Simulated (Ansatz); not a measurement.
Structure of Ga:

```cif
data_structure
_symmetry_space_group_name_H-M 'P6_3/mmc'
_symmetry_Int_Tables_number 194
_cell_length_a 3.0736
_cell_length_b 3.0736
_cell_length_c 4.8480
_cell_angle_alpha 90.000
_cell_angle_beta 90.000
_cell_angle_gamma 120.000
_cell_volume 39.66
loop_
_atom_site_label
_atom_site_type_symbol
_atom_site_symmetry_multiplicity
_atom_site_Wyckoff_symbol
_atom_site_fract_x
_atom_site_fract_y
_atom_site_fract_z
_atom_site_occupancy
Ga1 Ga 2 c 0.33333 0.66667 0.25000 1
```

Basis of the simulation: coordinates from a relaxation with DFT, RPBE, plane waves (420 eV) with PAW, scalar-relativistic in Ansatz; the starting structure was generated, so it need not be a known form of this composition.

Question: Predict the first 4 clear peaks of the X-ray G(r) with σ = 0.15 Å, and name the atom pairs.

Answer: 1. 3.03 Å: Ga–Ga at 3.00–3.07 Å
2. 4.29 Å: Ga–Ga at 4.30 Å
3. 5.29 Å: Ga–Ga at 5.28–5.32 Å
4. 5.73 Å: Ga–Ga at 5.74 Å

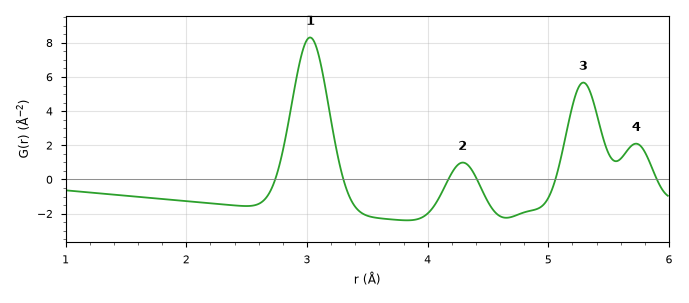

The curve is a calculated X-ray PDF: distances of the static structure, each pair weighted by the product of the atomic numbers (X-ray weights at Q = 0), broadened by Gaussians with σ = 0.15 Å, damped by exp(−(Q_damp r)²/2) with Q_damp = 0.020 Å⁻¹. No termination ripples are included.
